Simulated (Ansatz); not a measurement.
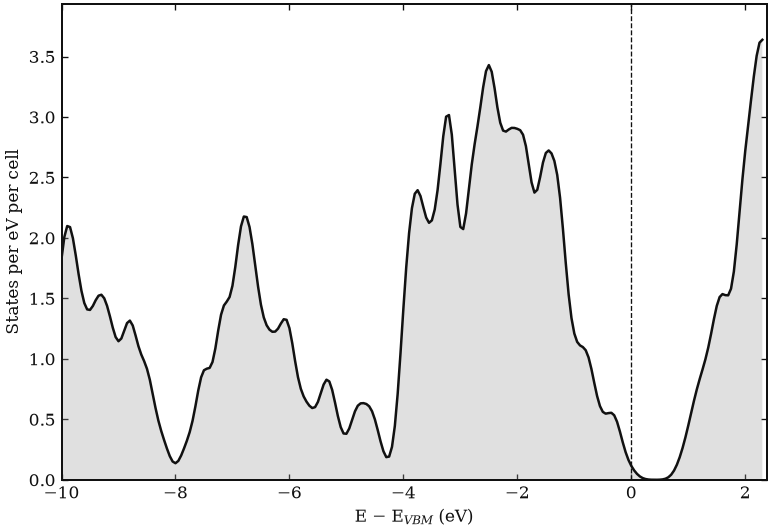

Density of states. Energies are counted from the top of the valence band. The curve is built from the levels of the k mesh with Gaussians 0.3 eV wide, which also blur the band edges.

System: Si$_{3}$Ge, space group R3m, 4 atoms in the cell, hydrostatic strain +3.9%.

```xyz
4
Lattice="2.0180 1.1651 6.5870 -2.0180 1.1651 6.5870 0.0000 -2.3302 6.5870" Properties=species:S:1:pos:R:3 pbc="T T T"
Si    2.0180    1.1651    6.6158
Si    0.0000    0.0000    9.8530
Si    0.0000    0.0000    7.4137
Ge    0.0000    0.0000   17.2862
```

Ansatz; DFT, r2SCAN, plane waves, PAW, no spin polarisation, 8×8×8 k mesh, 500 eV cutoff.

Question: Metal or insulator, going by the density of states?

Answer: There is a gap; over the k points computed it is 0.85 eV (indirect; the smallest direct gap is 1.00 eV).

The cell is at −8 GPa in this functional.
